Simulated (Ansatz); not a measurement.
## Run report: WSe2, single-point calculation

The run: single-point calculation of WSe2 (P6₃/mmc, 6 atoms in the cell). Method and program: DFT r2SCAN, scalar-relativistic, plane waves, PAW, no spin polarisation (Ansatz 0.2.0).

The structure derives from a Materials Project entry.

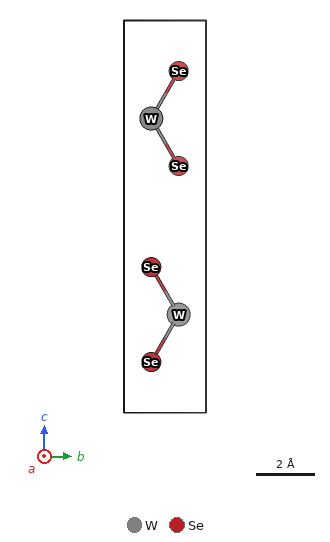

*The structure (ball-and-stick view of the cell of the calculation, along the a axis). An atom can appear more than once, as a periodic image.*

Near neighbours in the periodic cell (some may lie outside the picture): W has 6 Se at 2.54 Å; Se has 3 W at 2.54 Å.

Results in brief:

```tsv
quantity	value
outcome	converged
space group (tolerance 0.01 Å)	P6₃/mmc (194)
electrons treated	92
free energy	−42710.7774 eV
Fermi energy	12.032 eV
gap on the k-point mesh	1.35 eV
pressure	−0.40 GPa
largest force (length of the vector)	0.036 eV/Å
hardware	1 thread of Intel Xeon (Granite Rapids), 32 GiB of memory available, shared host
wall time	8.7 s
peak memory	0.77 GiB
```

Spin–orbit coupling is left out, which matters for W.

The input:
```yaml
crystal:
  lattice:
    - [3.3199329218, 0.0, 0.0]
    - [-1.6599664609, 2.8751462491, 0.0]
    - [0.0, 0.0, 13.7371873]
  atoms:
    - { symbol: W, position: [0.66666667, 0.33333333, 0.75] }
    - { symbol: W, position: [0.33333333, 0.66666667, 0.25] }
    - { symbol: Se, position: [0.33333333, 0.66666667, 0.87100079] }
    - { symbol: Se, position: [0.66666667, 0.33333333, 0.37100079] }
    - { symbol: Se, position: [0.33333333, 0.66666667, 0.62899921] }
    - { symbol: Se, position: [0.66666667, 0.33333333, 0.12899921] }
basis:
  ecutwfc: 500
kpoints:
  mp_grid: { grid: [6, 6, 2] }
hamiltonian:
  xc: r2scan
scf:
  occupations: { method: gaussian, width: 0.1 }
output:
  forces: true
  stress: true
  eigenvalues: true
```

Launched with:
```bash
ansatz run input.yaml --threads 1 --pin off --max-ram 2560MiB --backend cpu --events-out ev --progress --plain --runs-dir out
```

Log:
```
Engine: ansatz 0.2.0, x86_64-unknown-linux-gnu
Pseudopotentials: kind: paw
Pseudopotential: W, paw, valence charge 14, recommended cutoff 500 eV (meta_gga), W.paw.azcp
Pseudopotential: Se, paw, valence charge 16, recommended cutoff 500 eV (meta_gga), Se.paw.azcp
Functional definition: r2SCAN
  parameter k0 = 0.174
  parameter k1 = 0.065
  parameter a1 = 4.9479
  exchange = r2scan_x(k0 = k0, k1 = k1, a1 = a1)
  correlation = r2scan_c
Crystal: 6 atoms, lattice volume = 131.125 Å³
Basis set: ecut = 500 eV, 3291 PW (Γ), exchange–correlation on 100×100×432 points (64 copies of the dense FFT grid, shifted against one another)
Bands: 56, of which v1, the nominal top of the filled ones, is band 46 counted from 1 (45 counted from 0)
Symmetry: 24 space group operations
Space group: P63/mmc (ITA 194), of the structure as read, at distance tolerance 5.1e-5 Å
k-points: 14 of 72
Non-local potential: W, projectors of the file, l = 0: 3, l = 1: 2, l = 2: 2, l = 3: 1
Non-local potential: Se, projectors of the file, l = 0: 2, l = 1: 2, l = 2: 3, l = 3: 1
PAW form: soft (Blöchl's): semilocal exchange-correlation on the pseudo side does not see the compensation charge
PAW frozen core: W, regenerated for the run's functional (the file was generated under x = pbe(κ = 0.804, μ = 0.2195149727645171), c = pbe(β = 0.06672455060314922))
PAW frozen core: Se, regenerated for the run's functional (the file was generated under x = pbe(κ = 0.804, μ = 0.2195149727645171), c = pbe(β = 0.06672455060314922))
PAW one-centre angular grid: W, 590 points (default); XC on 160 Gauss nodes
PAW one-centre angular grid: Se, 590 points (default); XC on 160 Gauss nodes
Initial density: superposition of atomic densities (neutral atoms: chi_scale 0, normalization atom), corrected by the library's trained network
Initial wavefunctions: pseudopotential atomic-orbital guess
Functional: x = r2scan, c = r2scan; τ floored in thin density (d = 2e-4 eV/Å³)
SCF iter   1: F=—  HF=-42710.647351 eV  |F-HF|=—  |Δ(HF+E_count)|=         —  Δρ=5.42e-3  dr2=2.25e-2  dr2_τ=8.60e-2  ethr=1.77e-3  ⟨swp⟩=6.2  Hψ=2847  notcnv=0
preconditioner: auto → Resta (q_TF=auto, 2.572 Å⁻¹)  ε∞=5.3  [insulator: Δε(μ)=1.341 eV  Ē_g=9.368 eV  σ=0.100 eV  W_gap=1.00  n_scr=40 (ndim 8)  ℏωp=19.5 eV  f_vac=0.123  D(μ)=0.00/eV (n_scr^D=0)  ε∞_Penn≈5.3]
SCF iter   2: F=—  HF=-42710.767511 eV  |F-HF|=—  |Δ(HF+E_count)|=   1.20e-1  Δρ=3.58e-3  dr2=6.97e-3  dr2_τ=9.50e-4  ethr=2.45e-5  ⟨swp⟩=2.0  Hψ=1628  notcnv=0  defer=38
SCF iter   3: F=—  HF=-42710.775896 eV  |F-HF|=—  |Δ(HF+E_count)|=   8.39e-3  Δρ=1.36e-3  dr2=1.16e-3  dr2_τ=9.39e-5  ethr=7.57e-6  ⟨swp⟩=2.0  Hψ=958  notcnv=0  defer=10
automatic band count: iteration 3 solves 54 bands in place of 56: the levels show a gap, and the empty bands left out lie too high to hold charge; the band table lists the bands solved (type scf.n_extra_bands for more)
SCF iter   4: F=—  HF=-42710.777276 eV  |F-HF|=—  |Δ(HF+E_count)|=   1.38e-3  Δρ=1.53e-4  dr2=3.39e-5  dr2_τ=2.03e-6  ethr=1.26e-6  ⟨swp⟩=2.0  Hψ=1082  notcnv=0  defer=10
SCF iter   5: F=—  HF=-42710.777366 eV  |F-HF|=—  |Δ(HF+E_count)|=   8.95e-5  Δρ=8.01e-5  dr2=1.89e-5  dr2_τ=1.26e-6  ethr=3.68e-8  ⟨swp⟩=2.0  Hψ=1362  notcnv=0  defer=10
SCF iter   6: F=—  HF=-42710.777366 eV  |F-HF|=—  |Δ(HF+E_count)|=   7.09e-7  Δρ=3.50e-5  dr2=2.98e-6  dr2_τ=4.76e-8  ethr=2.06e-8  ⟨swp⟩=2.0  Hψ=796  notcnv=0  defer=10
SCF iter   7: F=—  HF=-42710.777367 eV  |F-HF|=—  |Δ(HF+E_count)|=   5.45e-7  Δρ=8.93e-6  dr2=1.78e-7  dr2_τ=2.56e-9  ethr=3.24e-9  ⟨swp⟩=2.0  Hψ=998  notcnv=0  defer=10
SCF iter   8: F=-42710.777367 eV  HF=-42710.777367 eV  |F-HF|=2.62e-9  |Δ(HF+E_count)|=   7.20e-8  Δρ=1.66e-6  dr2=8.48e-9  dr2_τ=6.98e-10  ethr=1.09e-10  ⟨swp⟩=6.9  Hψ=2856  notcnv=0
SCF 1 converged in 8 iterations: F = -42710.777367 eV  dr2 = 8.48e-9
  greatest PAW one-centre occupation: 1.000 electrons in one spin orbital (limit 2), on the Se atom at site 4 (counted from 0), in its partial waves of l = 2
```

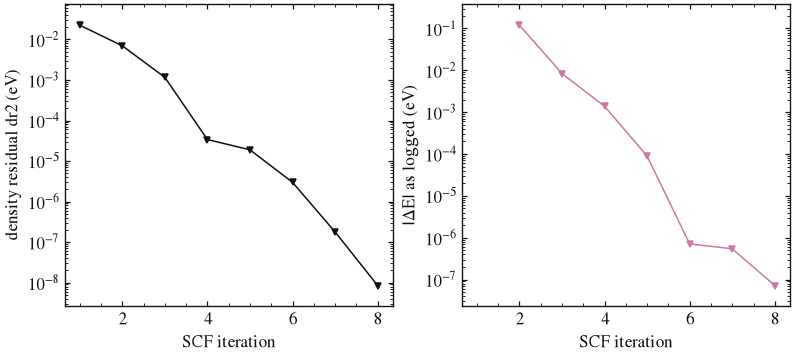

*Convergence of the self-consistent field: density residual dr2 and size of the energy change against the SCF iteration.*

The residual falls at every step.

```
SCF converged after 8 iterations
Free energy (F): -42710.777367 eV
Harris-Foulkes:  -42710.777367 eV  (|F-HF|=2.62e-9)
Internal energy: -42710.777367 eV  (E = F + TS)
E sigma→0 (E₀):  -42710.777367 eV
Fermi energy:    12.031974 eV
--- Per-component energies (eV) ---
  E_band       = -1885.471312
  E_kinetic    = 1378.980539
  E_local      = -12729.791816  (includes V_loc(G=0)·N_el)
  E_nonlocal   = -2376.482018
  E_hartree    = 6089.688155
  E_xc         = -892.273355
  E_vxc        = -944.152996  (∫ρ·V_xc dr)
  E_paw        = -24887.536056  (= ΣΔE_a)
  E_vpaw       = 559.003779  (= ΣTr[D̂ρ^β])
  E_aug_tail   = -0.000958  (compensation charges beyond the density's cutoff)
  E_vtau       = 47.590635  (kinetic-family band-sum trace: ∫τ·v_τ [+ j·A + Jᵃ·Aᵃ] dr)
  E_ewald      = -9285.126880
  E_core_change = -8.234979  (= ΣΔE_core)
  E_smearing   = -0.000000  (= −TS)
  E_closure    = -0.000000  (closes the sum)
  Σ components = -42710.777367   (vs F -42710.777367, Δ=0.00e0)
--- Forces (eV/Å), atoms counted from 1 ---
  atom   1  W     -0.00000000     0.00000000     0.00000000
  atom   2  W     -0.00000000    -0.00000000     0.00000000
  atom   3  Se     0.00000000    -0.00000000    -0.03554399
  atom   4  Se    -0.00000000     0.00000000    -0.03554399
  atom   5  Se     0.00000000    -0.00000000     0.03554399
  atom   6  Se     0.00000000     0.00000000     0.03554399
  max |Σ_I F_I| component: 1.85e-17 eV/Å
--- Stress (GPa, compression-positive) ---
       -0.438221      -0.000000      -0.000000
        0.000000      -0.438221      -0.000000
       -0.000000      -0.000000      -0.332834
  P = ⅓ Tr σ = -0.4031 GPa (-4.031 kbar)
--- Band table (eV; the first three rows and the last of 14) ---
  k-point 0: bands = ["-64.7805", "-64.7805", "-37.2355", "-37.2355", "-37.2355", "-37.2355", "-37.2348", "-37.2348", "-37.2348", "-37.2348", "-37.2035", "-37.2035", "-37.2034", "-37.2034", "-37.2021", "-37.2021", "-37.2020", "-37.2020", "-37.1893", "-37.1891", "-37.1866", "-37.1865", "-28.4038", "-28.4038", "-28.2981", "-28.2981", "-28.2981", "-28.2981", "-4.2774", "-4.1656", "-2.9672", "-2.7704", "4.4148", "5.0805", "8.1460", "8.5983", "8.5983", "8.6060", "8.6060", "9.7525", "9.7525", "9.7758", "9.7758", "9.8737", "10.5362", "11.3642", "14.2024", "14.2024", "14.2250", "14.2250", "14.3427", "14.3427", "14.4369", "14.4369"]
  k-point 1: bands = ["-64.7805", "-64.7805", "-37.2355", "-37.2355", "-37.2355", "-37.2355", "-37.2348", "-37.2348", "-37.2348", "-37.2348", "-37.2035", "-37.2035", "-37.2035", "-37.2035", "-37.2020", "-37.2020", "-37.2020", "-37.2020", "-37.1892", "-37.1892", "-37.1866", "-37.1866", "-28.4038", "-28.4038", "-28.2981", "-28.2981", "-28.2981", "-28.2981", "-4.2250", "-4.2250", "-2.8659", "-2.8659", "4.7112", "4.7112", "8.6021", "8.6021", "8.6021", "8.6021", "8.8716", "8.8716", "9.7641", "9.7641", "9.7641", "9.7641", "11.1227", "11.1227", "14.2095", "14.2095", "14.2095", "14.2095", "14.3939", "14.3939", "14.3939", "14.3939"]
  k-point 2: bands = ["-64.7780", "-64.7779", "-37.2353", "-37.2353", "-37.2350", "-37.2350", "-37.2344", "-37.2344", "-37.2337", "-37.2337", "-37.2037", "-37.2037", "-37.2036", "-37.2036", "-37.2028", "-37.2027", "-37.2022", "-37.2021", "-37.1887", "-37.1886", "-37.1861", "-37.1860", "-28.3916", "-28.3915", "-28.3559", "-28.3559", "-28.3115", "-28.3115", "-3.8673", "-3.7578", "-2.7580", "-2.5819", "4.9256", "5.5819", "7.5212", "7.5510", "7.6525", "8.3824", "8.9692", "8.9897", "9.1519", "9.1843", "9.5243", "10.1479", "10.4712", "10.8078", "13.2661", "13.8003", "13.8292", "13.8849", "14.0096", "14.0892", "14.7736", "14.8693"]
  k-point 13: bands = ["-64.7691", "-64.7691", "-37.2339", "-37.2339", "-37.2324", "-37.2324", "-37.2322", "-37.2322", "-37.2320", "-37.2320", "-37.2056", "-37.2056", "-37.2043", "-37.2043", "-37.2032", "-37.2032", "-37.2032", "-37.2032", "-37.1870", "-37.1870", "-37.1840", "-37.1840", "-28.4699", "-28.4699", "-28.4430", "-28.4430", "-28.3486", "-28.3486", "-1.9232", "-1.9232", "-1.7652", "-1.7652", "5.5987", "5.5987", "5.6910", "5.6910", "6.6421", "6.6421", "7.1279", "7.1279", "7.7993", "7.7993", "8.6805", "8.6805", "11.1349", "11.1349", "12.7745", "12.7745", "14.1862", "14.1862", "14.8177", "14.8177", "16.1676", "16.1676"]
```
